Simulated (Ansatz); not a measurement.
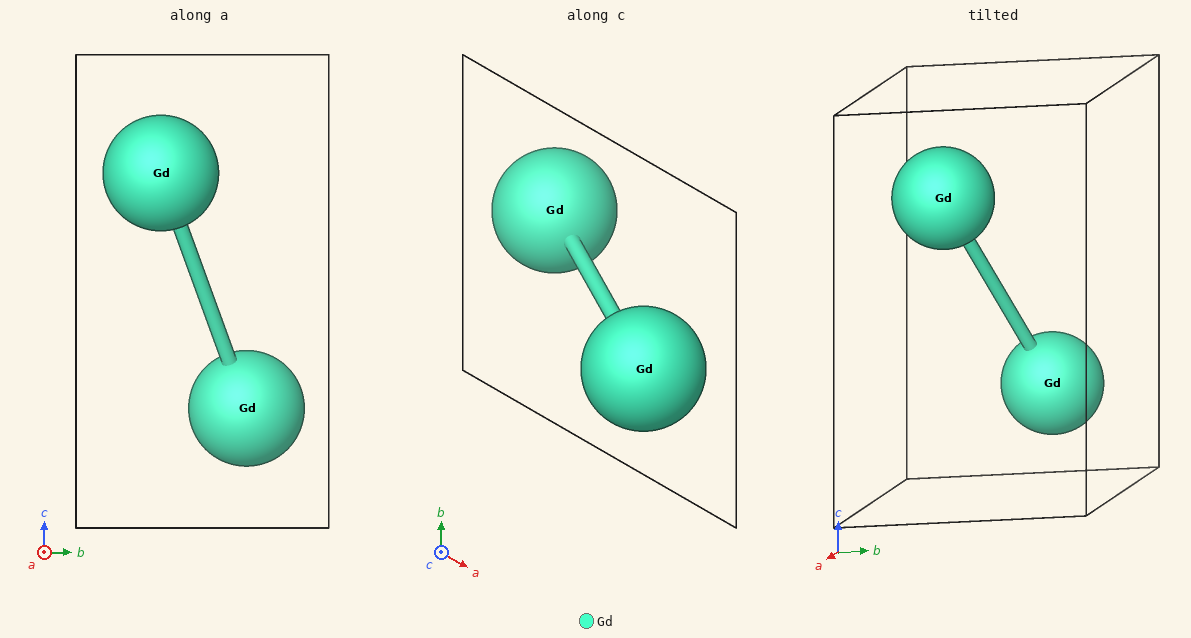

Ball-and-stick drawing of the structure, looking along the a axis, along the c axis and slightly off an axis. The unit cell is outlined; an atom on or near a face, edge or corner is repeated at each equivalent position. Cell: a = 3.642 Å, b = 3.642 Å, c = 5.902 Å, α = 90.00°, β = 90.00°, γ = 120.00°.

Summary of the structure:

The element is gadolinium. Strictly the space group is P-1 (No. 2, within 0.01 Å). It is a distorted form of a primitive hexagonal structure, space group P6_3/mmc (No. 194) within 0.25 Å: hexagonal close-packed (Mg type). The cell holds two atoms. Each Gd atom is coordinated by twelve Gd in an anticuboctahedral arrangement at about 3.6 to 3.7 Å. The bonds build a three-dimensional framework.

The structure comes from a structure listed in the Materials Project. The cell was then strained or its atoms displaced on purpose. It went into a calculation with Ansatz.

At this level of theory the cell isn't at rest (stretched, at -4 GPa), so its distances can differ from those at equilibrium, the more so the softer the solid.
